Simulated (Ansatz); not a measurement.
**Run report: RbCl, band-structure calculation (part 1 of 2)**

- system: RbCl (I4/mmm, 2 atoms in the cell)
- method: DFT, HSE06, plane waves, PAW, no spin polarisation (Ansatz 0.2.0)

The structure was built on a prototype by a generator. The geometry comes from this level: r2SCAN (a point of a series of strains). It belongs to a series of runs on one base structure; here: epitaxial_xy strain +0.5%. Figures and captions count atoms from 1; the log counts them from 0 in places.

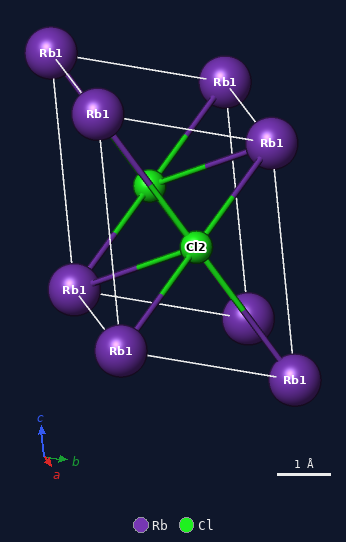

**Figure 1.** The structure (ball-and-stick view of the reduced cell, seen slightly off an axis; atoms are numbered from 1 in the order of the input).

## Input file
```yaml
crystal:
  lattice:
    - [0.0, 3.3223418864, 3.3036454337]
    - [3.3223418864, 0.0, 3.3036454337]
    - [3.3223418864, 3.3223418864, 0.0]
  atoms:
    - { symbol: Rb, position: [0.0, 0.0, 0.0] }
    - { symbol: Cl, position: [0.5, 0.5, 0.5] }
kpoints:
  mp_grid: { grid: [4, 4, 4] }
  band_path:
    path:
      - [0.0, 0.0, 0.0]
      - [0.5, 0.0, 0.5]
      - [0.625, 0.25, 0.625]
      - [0.375, 0.375, 0.75]
      - [0.5, 0.5, 0.5]
      - [0.5, 0.25, 0.75]
    npoints: 1
hamiltonian:
  xc: hse06
scf:
  occupations: { method: fixed }
  n_extra_bands: 4
output:
  forces: true
  stress: true
  eigenvalues: true
  write_density: true
  write_potential: true
  elf: true
  volumetric_format: npy
```

Machine: 2 threads of AMD EPYC (Zen 3), 64 GiB of memory available, shared host.

Launched with:
```bash
ansatz run input.yaml --threads 2 --pin off --max-ram 2211MiB --backend cpu --events-out ev --progress --plain --runs-dir out
```

## Output
```
Warning: output.stress: scf.convergence.dr2_threshold = 1e-7 eV (the SCF's general default) is looser than the 2e-10 eV advised for a printed stress (1e-10 eV for each atom of the cell: 2). What an SCF threshold leaves in a stress goes as its square root, and in the free energy as the threshold itself, and one threshold admits the most on a small cell: of the crystals measured, under no hybrid functional and no lock of the moments, on runs that ended without the residual-converged pass, on stresses that held no estimate of that error, the worst erred by over 100 MPa in a component at 1e-7 eV an atom and by under 5 at 1e-10. Set scf.convergence.dr2_threshold to 2e-10 eV or tighter. The threshold is an SCF's pass mark: one that does not reach it within its budget of iterations ends unconverged, or closes short of it on a stop that the run arms, and scf.convergence.dr2_threshold's page says what that costs each kind of run
Warning: output.stress: scf.exx.energy_threshold = 1e-6 eV is looser than the 2e-8 eV advised for a stress under a hybrid functional (1e-8 eV for each atom of the cell: 2). Every SCF of the exchange loop can meet its threshold on dr2 while the loop round them stops early: no threshold on dr2 bounds what that leaves in the stress. Set scf.exx.energy_threshold to 2e-8 eV or tighter. The threshold is the loop's pass mark: a loop that does not reach it within its budget of cycles ends unconverged, and scf.exx.energy_threshold's page has the law
scf.n_extra_bands = 4 over 8 filled bands (N_el = 16.0): the run solves 12 bands
Engine: ansatz 0.2.0, x86_64-unknown-linux-gnu
Pseudopotentials: kind: paw
Pseudopotential: Rb, paw, valence charge 9, recommended cutoff 420 eV (normal), Rb.paw.azcp
Pseudopotential: Cl, paw, valence charge 7, recommended cutoff 420 eV (normal), Cl.paw.azcp
Functional definition: HSE06
  parameter a = 0.25
  parameter omega = 0.11/bohr
  exchange = pbe_x - a*pbe_x_sr(omega) + a*exact_x_sr(omega)
  correlation = pbe_c
davidson cushion auto → on  (no smearing: the cushion is to keep the highest requested band from converging to the state above it; pin scf.eigensolver.cushion to override)
Crystal: 2 atoms, lattice volume = 72.931 Å³
Basis set: ecut = 420 eV, 1435 PW (Γ), exchange–correlation on 64×64×64 points (8 copies of the dense FFT grid, shifted against one another)
Bands: 12, of which v1, the nominal top of the filled ones, is band 8 counted from 1 (7 counted from 0)
Symmetry: 16 space group operations
Space group: I4/mmm (ITA 139), of the structure as read, at distance tolerance 4.2e-5 Å
k-points: 13 of 64
Non-local potential: Rb, projectors of the file, l = 0: 3, l = 1: 2, l = 2: 2
Non-local potential: Cl, projectors of the file, l = 0: 2, l = 1: 2, l = 2: 2
PAW form: soft (Blöchl's): semilocal exchange-correlation on the pseudo side does not see the compensation charge
PAW frozen core: Rb, regenerated for the run's functional, and the local potential with it (the file was generated under x = pbe(κ = 0.804, μ = 0.2195149727645171), c = pbe(β = 0.06672455060314922))
PAW frozen core: Cl, regenerated for the run's functional, and the local potential with it (the file was generated under x = pbe(κ = 0.804, μ = 0.2195149727645171), c = pbe(β = 0.06672455060314922))
PAW one-centre angular grid: Rb, 110 points (default); XC on 64 Gauss nodes
PAW one-centre angular grid: Cl, 110 points (default); XC on 64 Gauss nodes
Initial density: superposition of atomic densities (neutral atoms: chi_scale 0, normalization atom), corrected by the library's trained network
Initial wavefunctions: pseudopotential atomic-orbital guess
Functional: x = pbe(κ = 0.804, μ = 0.2195149727645171), c = pbe(β = 0.06672455060314922), warm-up for x = pbe(κ = 0.804, μ = 0.2195149727645171) + 0.25 (exact − pbe) at short range (hse, ω = 0.20786987370883472 Å⁻¹), c = pbe(β = 0.06672455060314922); HSE06 as pw.x's `hse` composes it (authors' and Libxc's form: `xc: wpbeh`)
SCF iter   1: F=—  HF=-4350.760998 eV  |F-HF|=—  |Δ(HF+E_count)|=         —  Δρ=9.86e-4  dr2=7.84e-4  ethr=1.77e-3  ⟨swp⟩=2.5  Hψ=1195  notcnv=0
preconditioner: auto → none  [insulator: Δε(μ)=4.914 eV  Ē_g=13.728 eV  n_scr=14 (ndim 8)  ℏωp=16.3 eV  f_vac=0.107]
iter 2 solved again at ethr=1.95e-7 eV; its pass at ethr=4.90e-6 eV (dr2=3.12e-5 eV) is discarded
SCF iter   2: F=-4350.760771 eV  HF=-4350.760774 eV  |F-HF|=2.68e-6  |Δ(HF+E_count)|=   2.24e-4  Δρ=2.26e-4  dr2=2.95e-5  ethr=1.95e-7  ⟨swp⟩=3.1  Hψ=919  notcnv=0  defer=4
SCF 1 stopped early in 2 iterations: F = -4350.760771 eV  dr2 = 2.95e-5
  greatest PAW one-centre occupation: 0.973 electrons in one spin orbital (limit 2), on the Rb atom at site 0 (counted from 0), in its partial waves of l = 0
Initial density: handed on by an earlier stage of this run
Initial wavefunctions: those handed on with the density
Functional: x = pbe(κ = 0.804, μ = 0.2195149727645171) + 0.25 (exact − pbe) at short range (hse, ω = 0.20786987370883472 Å⁻¹), c = pbe(β = 0.06672455060314922); HSE06 as pw.x's `hse` composes it (authors' and Libxc's form: `xc: wpbeh`)
Exchange kernel: α = 0.2500, screened, ω = 0.2079 Å⁻¹, Wigner–Seitz truncation, v(0) = 1041.4614 eV·Å³, q-mesh 4×4×4, nearest image of the exchange supercell L = 18.74 Å, pair-density grid 18×18×18, without the augmentation charges, whose exchange is taken in its separable form by FFT convolution over the k-point mesh (sized by the pseudopotential files, 27×27×27 at the most), smooth part of the exact exchange by density-matrix convolution
Frozen-core exchange: fock
SCF iter   1: F=—  HF=-4354.023022 eV  |F-HF|=—  |Δ(HF+E_count)|=         —  Δρ=2.19e-3  dr2=3.15e-3  ethr=1.84e-6  ⟨swp⟩=7.3  Hψ=833  notcnv=0
preconditioner: auto → none  [insulator: Δε(μ)=6.227 eV  Ē_g=15.500 eV  n_scr=14 (ndim 8)  ℏωp=16.3 eV  f_vac=0.106]
SCF iter   2: F=—  HF=-4354.022166 eV  |F-HF|=—  |Δ(HF+E_count)|=   8.56e-4  Δρ=1.06e-3  dr2=5.97e-4  ethr=1.84e-6  ⟨swp⟩=4.0  Hψ=516  notcnv=0
SCF iter   3: F=—  HF=-4354.023587 eV  |F-HF|=—  |Δ(HF+E_count)|=   1.42e-3  Δρ=3.39e-4  dr2=1.27e-4  ethr=1.84e-6  ⟨swp⟩=3.5  Hψ=487  notcnv=0
SCF iter   4: F=-4354.023551 eV  HF=-4354.023552 eV  |F-HF|=5.05e-8  |Δ(HF+E_count)|=   3.60e-5  Δρ=3.13e-5  dr2=1.37e-6  ethr=7.61e-7  ⟨swp⟩=3.0  Hψ=419  notcnv=0
SCF 2 stopped early in 4 iterations: F = -4354.023551 eV  dr2 = 1.37e-6
hybrid outer 1: dexx = +1.676e-3 eV, tail = 4.65e-6 eV
Exchange kernel: α = 0.2500, screened, ω = 0.2079 Å⁻¹, Wigner–Seitz truncation, v(0) = 1041.4614 eV·Å³, q-mesh 4×4×4, nearest image of the exchange supercell L = 18.74 Å, pair-density grid 18×18×18, without the augmentation charges, whose exchange is taken in its separable form by FFT convolution over the k-point mesh (sized by the pseudopotential files, 27×27×27 at the most), smooth part of the exact exchange by density-matrix convolution
Frozen-core exchange: fock
SCF iter   1: F=—  HF=-4354.023556 eV  |F-HF|=—  |Δ(HF+E_count)|=         —  Δρ=2.32e-5  dr2=6.77e-7  ethr=1.45e-7  ⟨swp⟩=3.3  Hψ=388  notcnv=0
preconditioner: auto → none  [insulator: Δε(μ)=6.214 eV  Ē_g=15.500 eV  n_scr=14 (ndim 8)  ℏωp=16.3 eV  f_vac=0.113]
SCF iter   2: F=—  HF=-4354.023556 eV  |F-HF|=—  |Δ(HF+E_count)|=   1.62e-7  Δρ=4.27e-6  dr2=1.93e-8  ethr=4.09e-9  ⟨swp⟩=3.4  Hψ=458  notcnv=0  defer=1
SCF iter   3: F=-4354.023556 eV  HF=-4354.023556 eV  |F-HF|=5.01e-9  |Δ(HF+E_count)|=   1.26e-7  Δρ=3.08e-6  dr2=8.40e-9  ethr=5.35e-11  ⟨swp⟩=5.2  Hψ=596  notcnv=0
SCF 3 converged in 3 iterations: F = -4354.023556 eV  dr2 = 8.40e-9
  Residual-converged pass: ⟨swp⟩=2.5  Hψ=319  notcnv=0  max |occ|·‖R‖ = 2.4e-6 eV (tolerance 2.4e-6 eV)  dr2=8.38e-9  dr2_onsite=1.47e-10  max |Δocc| = 0.0e0
```

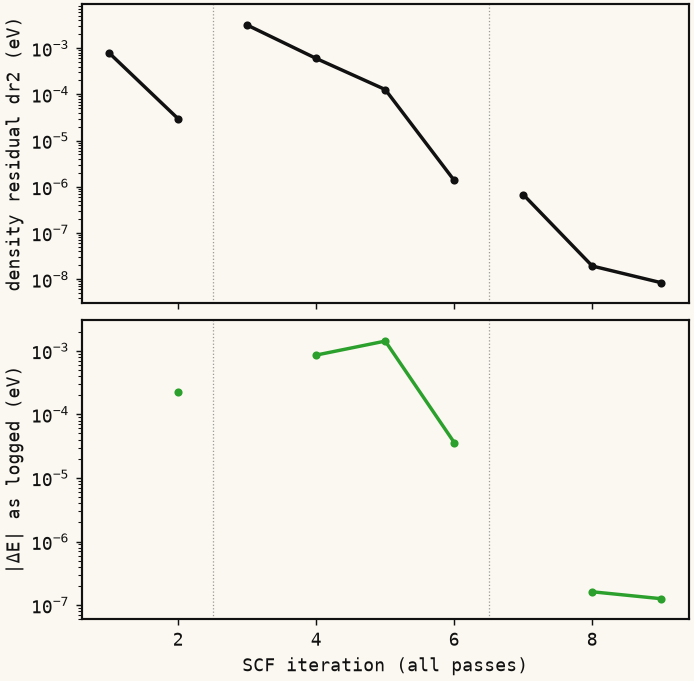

**Figure 2.** Convergence of the self-consistent field: density residual dr2 and size of the energy change against the SCF iteration. The run starts with a semilocal functional; after that each stretch between dotted lines is one SCF of the hybrid functional between two exact rebuilds of the exchange operator by the outer loop. Early passes are stopped at a loose threshold. The passes take 2, 4 and 3 iterations.

```
hybrid outer 2: dexx = +1.502e-7 eV, tail = 1.75e-8 eV, Δε = 9.29e-4 eV (about 6.49e-5 eV left of the loop's levels)
the search or the solves at the SCF's close seem to have found levels that the self-consistency loop had missed (the run counts 1). By its estimate they hold under 1e-12 electrons; where the run keeps them, the occupations were computed again with them
NSCF: frozen V_eff on 6 k-points
hybrid SCF converged: 2 outer / 7 inner (+2 warm-up), last move |dexx| = 1.50e-7 eV, tail = 1.75e-8 eV
Stability not checked: this state was not tested for a lower state beside it, because the functional holds exact exchange (a hybrid, or Hartree-Fock), whose exchange loop this test does not read (fock_operator; see scf.lower_state_search)
Free energy (F): -4354.023556 eV
Frozen-core exchange: fock
Harris-Foulkes:  -4354.023556 eV  (|F-HF|=5.01e-9)
Internal energy: -4354.023556 eV  (E = F + TS)
E sigma→0 (E₀):  -4354.023556 eV
Fermi energy:    -0.126468 eV
--- Per-component energies (eV) ---
  E_band       = -132.269169
  E_kinetic    = 354.867446
  E_local      = -818.082580  (includes V_loc(G=0)·N_el)
  E_nonlocal   = 200.805155
  E_hartree    = 224.313814
  E_xc         = -191.845504
  E_vxc        = -207.803892  (∫ρ·V_xc dr)
  E_exx        = -35.373033  (= α·E_x^exact, valence–valence)
  E_paw        = -3292.134750  (= ΣΔE_a)
  E_vpaw       = -39.935235  (= ΣTr[D̂ρ^β])
  E_aug_tail   = 0.000089  (compensation charges beyond the density's cutoff)
  E_ewald      = -796.093940
  E_core_change = -0.480252  (= ΣΔE_core)
  E_smearing   = -0.000000  (= −TS)
  E_closure    = -0.000000  (closes the sum)
  Σ components = -4354.023556   (vs F -4354.023556, Δ=-9.09e-13)
--- Forces (eV/Å), atoms counted from 1 ---
  atom   1  Rb    -0.00000000     0.00000000    -0.00000000
  atom   2  Cl     0.00000000     0.00000000    -0.00000000
  max |Σ_I F_I| component: 5.92e-30 eV/Å
--- Stress (GPa, compression-positive) ---
        0.136936       0.000000       0.000000
        0.000000       0.136936       0.000000
        0.000000       0.000000       0.311790
  P = ⅓ Tr σ = 0.1952 GPa (1.952 kbar)
--- Band table (eV; the first three rows and the last of 13) ---
  k-point 0: bands = ["-25.6846", "-13.2371", "-8.5650", "-8.5638", "-8.5638", "-0.1327", "-0.1327", "-0.1265", "6.0874", "9.2397", "9.2397", "9.2736"]
  k-point 1: bands = ["-25.6768", "-13.2625", "-8.5685", "-8.5676", "-8.5501", "-0.5932", "-0.3006", "-0.2998", "7.3436", "8.9637", "10.0155", "10.0328"]
  k-point 2: bands = ["-25.6690", "-13.2875", "-8.5730", "-8.5706", "-8.5363", "-0.9780", "-0.4610", "-0.4588", "8.8262", "9.1451", "11.4885", "11.5023"]
  k-point 12: bands = ["-25.6644", "-13.1867", "-8.8137", "-8.6634", "-8.6634", "-0.4578", "-0.2428", "-0.2428", "7.3727", "9.2740", "10.8320", "11.4678"]
```
